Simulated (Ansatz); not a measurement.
Structure data:

```xyz
4
Lattice="3.2297 0.0000 0.0000 -1.6149 2.7970 0.0000 0.0000 0.0000 5.1643" Properties=species:S:1:pos:R:3 pbc="T T T"
Mg    0.0000    1.8647    5.1449
Mg    1.6149    0.9323    2.5682
O     0.0000    1.8647    2.1257
O     1.6149    0.9323    4.6686
```

Q: What crystal do these data define?

A: Formula: MgO. Strictly the space group is P3m1 (No. 156, within 0.01 Å). It is a distorted form of a primitive hexagonal structure, space group P6_3mc (No. 186) within 0.25 Å: wurtzite. The cell has 4 atoms, namely 2 Mg, 2 O. The polyhedra are MgO4 tetrahedra; they share corners. The Mg atoms are each bonded to four O in a distorted tetrahedral arrangement at 1.92 to 2.14 Å. The coordination shell of O holds four Mg in a distorted tetrahedral arrangement at 1.92 to 2.14 Å. The bonds build a three-dimensional framework.

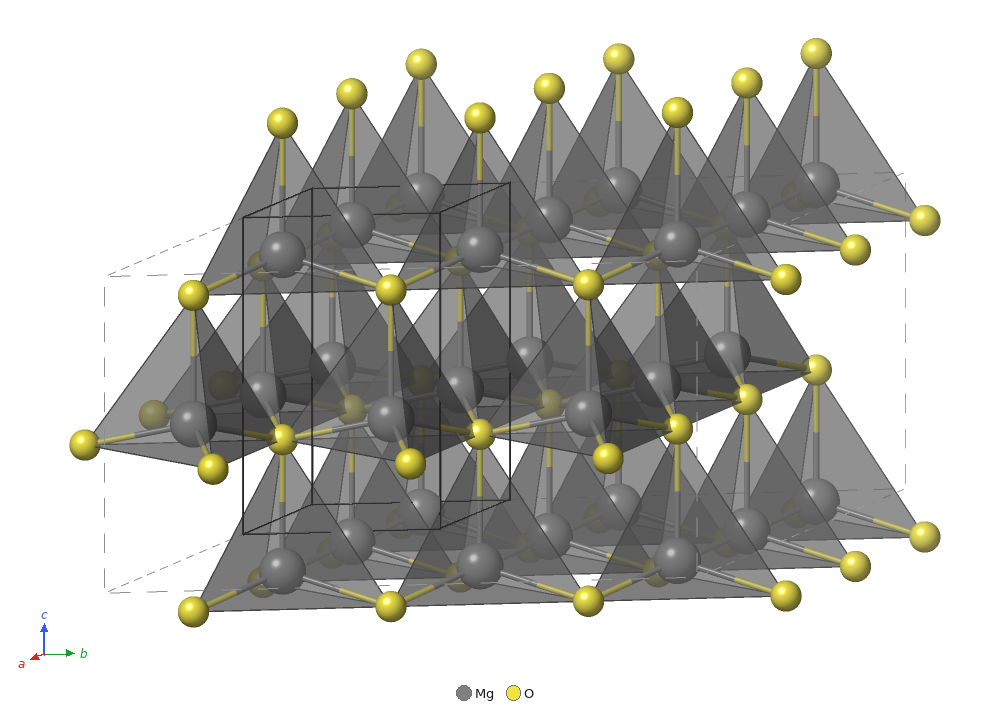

Polyhedral model, viewed slightly off an axis. The structure is repeated 3×3×1 times; solid lines mark one unit cell. Some neighbours outside the box are added. Colours: magnesium grey, oxygen yellow.

Starting structure: a structure listed in the Materials Project. The cell was then strained or its atoms displaced on purpose. It was the input of a calculation with Ansatz.

At this level of theory the cell isn't at rest (forces up to 0.9 eV/Å), so its distances can differ from those at equilibrium, the more so the softer the solid.
